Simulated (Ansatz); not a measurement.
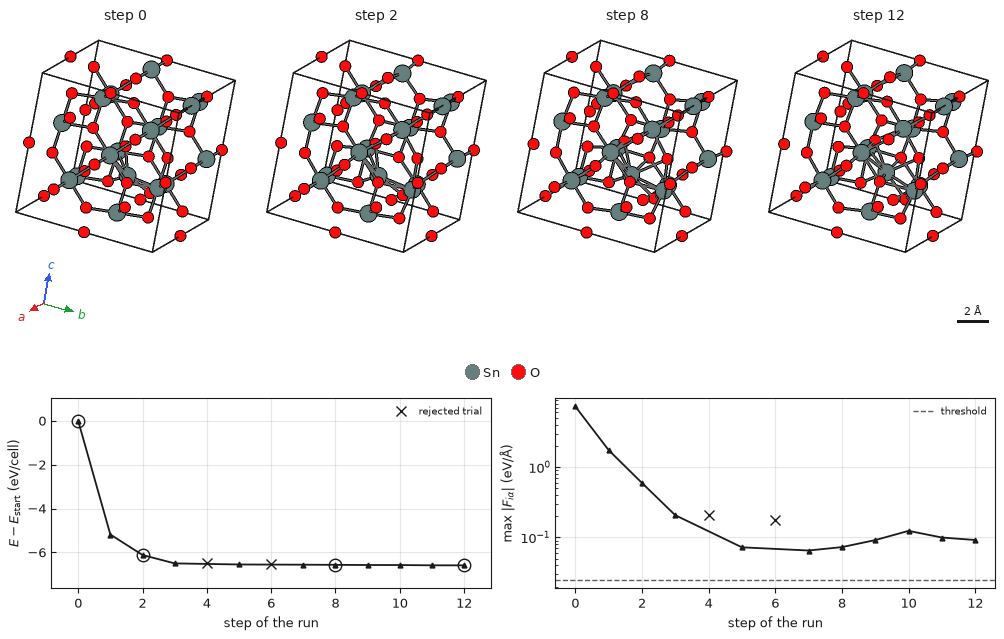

Frames of a relaxation of a defect cell of composition Sn17O32, marked on the history of the run. The picture is a ball-and-stick view of the cell of the calculation (origin shifted), seen slightly off an axis.

Case: Sn interstitial, charge +0, atoms relaxed at the host's cell.

These are results of DFT PBE, scalar-relativistic, plane waves, PAW in Ansatz, not measurements. Set-up: plane-wave cutoff 420 eV; k-point mesh 2 × 2 × 2; occupations gaussian; smearing width 0.01 eV; mesh shifted by (0.5, 0.5, 0.5); no spin polarisation; atoms relaxed in a fixed cell; force threshold 0.025 eV/Å; at most 45 steps.

Q: What happens along the run?

A: The run was cut off at its time limit before the relaxation converged, so the last structure is only a point on the way. The largest moves, 0.47 Å, are those of O atoms. Largest moves by element: O 0.47 Å, Sn 0.45 Å. The lattice vectors keep their values. Some distances before and after: Sn–Sn 2.546 → 3.024 Å, O–Sn 2.993 → 2.571 Å, O–Sn 2.093 → 2.511 Å, O–Sn 1.927 → 2.300 Å. Bond angles that change, for instance: Sn–O–Sn 116.9° → 96.6°, Sn–O–Sn 129.2° → 139.5°, O–Sn–O 180.0° → 171.0°. The energy falls by 6.589 eV per cell of the calculation in 10 accepted moves (12 points after the start). The largest force component goes from 7.3 to 0.092 eV/Å. The line search rejected the trial steps at points 4, 6 of the run. From step 0 to 2: Sn atoms move most (0.32 Å), energy −6.117 eV per cell of the calculation. From step 2 to 8: O atoms move most (0.24 Å), energy −0.449 eV per cell of the calculation. From step 8 to 12: a Sn atom moves most (0.32 Å), energy −23.2 meV per cell of the calculation.

| step | E − E(0), meV/atom | largest force component, eV/Å | note |
| --- | --- | --- | --- |
| 0 | 0.00 | 7.2885 |  |
| 1 | -105.76 | 1.7448 |  |
| 2 | -124.83 | 0.5957 |  |
| 3 | -132.64 | 0.2070 |  |
| 4 | -132.58 | 0.2112 | rejected |
| 5 | -133.66 | 0.0724 |  |
| 6 | -133.60 | 0.1786 | rejected |
| 7 | -133.86 | 0.0652 |  |
| 8 | -133.99 | 0.0729 |  |
| 9 | -134.15 | 0.0917 |  |
| 10 | -134.18 | 0.1241 |  |
| 11 | -134.44 | 0.0997 |  |
| 12 | -134.47 | 0.0920 |  |
